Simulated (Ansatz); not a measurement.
Consider SnSe.

Input file:

```
crystal:
  lattice:
    - [0.0, 3.3674, 3.3674]
    - [3.3674, 0.0, 3.3674]
    - [3.3674, 3.3674, 0.0]
  atoms:
    - { symbol: Sn, position: [0.0, 0.0, 0.0] }
    - { symbol: Se, position: [0.25, 0.25, 0.25] }
basis:
  ecutwfc: 420
kpoints:
  mp_grid: { grid: [6, 6, 6] }
hamiltonian:
  xc: pbe0
scf:
  occupations: { method: gaussian, width: 0.02 }
output:
  forces: true
  stress: true
  eigenvalues: true
  write_density: true
  write_potential: true
  elf: true
  volumetric_format: npy
```

Run with:

```sh
ansatz run input.yaml --threads 4 --pin off --max-ram 12288MiB --backend cpu --events-out ev --progress --plain --runs-dir out
```

Below, planes, directions and counts refer to the conventional cell (a = 6.73 Å, b = 6.73 Å, c = 6.73 Å, α = 90.00°, β = 90.00°, γ = 90.00°).

Space group F-43m; a generated structure, not necessarily the stable one; changed on purpose from its base cell (volume × 1.000 of the coarse rest volume).

Theory: Ansatz, DFT PBE0, scalar-relativistic, plane waves, PAW.

Predict the valence pseudo-density and electron localisation function between the atoms.

Sn–Se (2.92 Å): the density is about 0.27 e/Å³ at the midpoint; the ELF is about 0.45 at the midpoint and 0.30 at its lowest between the atoms.

Does the calculation give a band gap?

It is gapped, with a Kohn–Sham gap of 1.1 eV on the k-point mesh (the band edges may lie off the mesh, which would make the gap smaller).

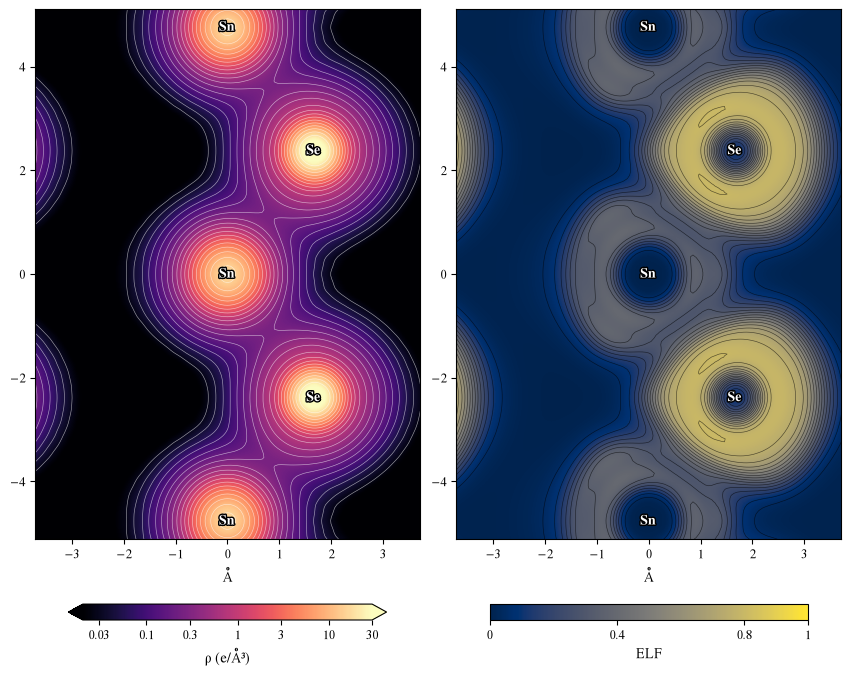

Computed valence pseudo-density and electron localisation function on the (101) plane of the conventional cell, in this order. 

Core electrons are frozen (PAW), and the valence fields are smoothed inside the atomic spheres.
